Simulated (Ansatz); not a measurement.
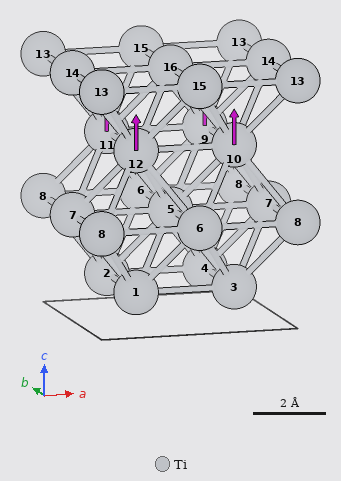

This is a constrained relaxation of a slab of composition Ti (cut from the Fm-3m phase). The starting structure is drawn; purple arrows show the displacements, magnified 10 times.

Style: ball-and-stick. Shown: the cell of the calculation, outlined in the plane, without the vacuum, slightly off an axis.

Case: clean slab, lower planes held. The slab is the (1 0 0) face of Ti. 8 atoms are held fixed.

Computed with DFT PBE+D3(BJ), scalar-relativistic, plane waves, PAW in Ansatz. (plane-wave cutoff 420 eV; k-point mesh 4 × 4 × 1; occupations gaussian; smearing width 0.1 eV; no spin polarisation; dipole correction; atoms relaxed in a fixed cell; force threshold 0.03 eV/Å; at most 70 steps)

Q: What did the optimiser do to the structure, and how much energy did it gain?

A: The largest moves, 0.10 Å, are those of Ti9, Ti10, Ti11 and Ti12. Ti9 goes along the normal (+c). The cell doesn't change. Some distances before and after: Ti10–Ti13 2.855 → 2.779 Å, Ti5–Ti10 2.855 → 2.930 Å. After 3 geometry steps the energy has fallen by 0.142 eV per cell of the calculation. The largest force component goes from 0.67 to 0.0072 eV/Å.
